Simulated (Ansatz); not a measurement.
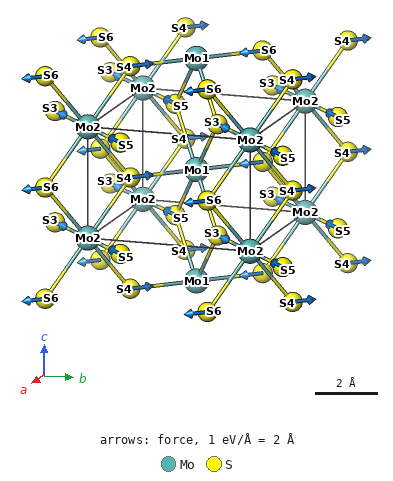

Starting geometry of solid MoS2 (built on the MgH2-136 type type) with the computed forces as blue arrows. Style: ball-and-stick. Shown: the cell of the calculation, slightly off an axis.

Level of theory: Ansatz 0.2.0, DFT, PBEsol, plane waves, PAW.

Input
```yaml
crystal:
  lattice:
    - [5.54295103, 0.0, 0.0]
    - [0.0, 5.54295103, 0.0]
    - [0.0, 0.0, 3.70529816]
  atoms:
    - { symbol: Mo, position: [0.5, 0.5, 0.5] }
    - { symbol: Mo, position: [0.0, 0.0, 0.0] }
    - { symbol: S, position: [0.695572, 0.695572, 0.0] }
    - { symbol: S, position: [0.804428, 0.195572, 0.5] }
    - { symbol: S, position: [0.304428, 0.304428, 0.0] }
    - { symbol: S, position: [0.195572, 0.804428, 0.5] }
kpoints:
  mp_grid: { grid: [4, 4, 6] }
hamiltonian:
  xc: pbesol
scf:
  occupations: { method: fermi_dirac, width: 0.03 }
relax:
  f_tol: 0.01
  cell: {}
  max_steps: 120
```

Launched with:
```bash
ansatz run input.yaml --threads 2 --pin off --max-ram 29491MiB --backend cpu --events-out ev --progress --plain --runs-dir out
```

> Is this structure relaxed? If not, where do the atoms go?

It isn't relaxed: the largest force vector, on S atoms, is 0.43 eV/Å. The atoms end up moving mostly along the starting forces (cosine between the two patterns 1.00). The largest moves relative to the cell, 0.16 Å, are those of S3, S4, S5 and S6. S4 goes along [−1 1 0]. Mo stays in place. Cell: a = b 5.543 → 5.823 Å (+5.0 %), c 3.705 → 3.166 Å (−14.6 %). Volume −5.7 %. Among the contacts that change: Mo1–S4 2.386 → 2.345 Å, Mo1–S3 2.405 → 2.376 Å. Bond angles that change, for instance: S3–Mo1–S3 100.8° → 83.5°, Mo1–S3–Mo1 100.8° → 83.5°, S3–Mo1–S5 79.2° → 96.5°. The space group stays P4_2/mnm (No. 136). Over 5 accepted moves (6 points after the start) the energy falls by 1.044 eV per cell of the calculation. The largest force component goes from 0.31 to 0.0012 eV/Å. The pressure goes from −3.75 to 0.01 GPa. At 1 point the geometry stayed and the basis and grid were re-selected for the new cell (energy shift of 0.1 meV per cell of the calculation at most each time).
